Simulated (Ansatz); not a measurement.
Tl: space group Im-3m (No. 229), a = 3.882 Å, b = 3.882 Å, c = 3.882 Å, α = 90.00°, β = 90.00°, γ = 90.00°. Source: a calculation's input that goes back to an entry of the Crystallography Open Database (an earlier step may have relaxed or displaced it). Forms under 0.4 % of the area are left out.

> Estimate the growth shape by the BFDH rule (face distance proportional to 1/d, absences counted).

The forms computed, by share of the surface:

```csv
form,faces,d (Å),share of area (%)
{110},12,2.745,100.0
```

The crystal is roughly equant (blocky). Widths along a, b and c stand as 1.00 : 1.00 : 1.00.

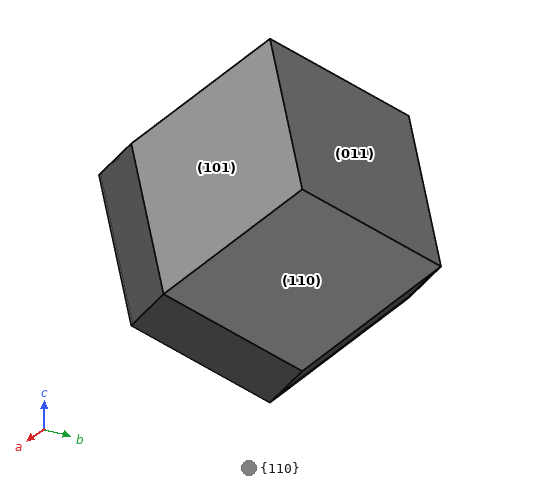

The computed shape, faces indexed. The rule is geometric and ignores bonding and growth conditions.
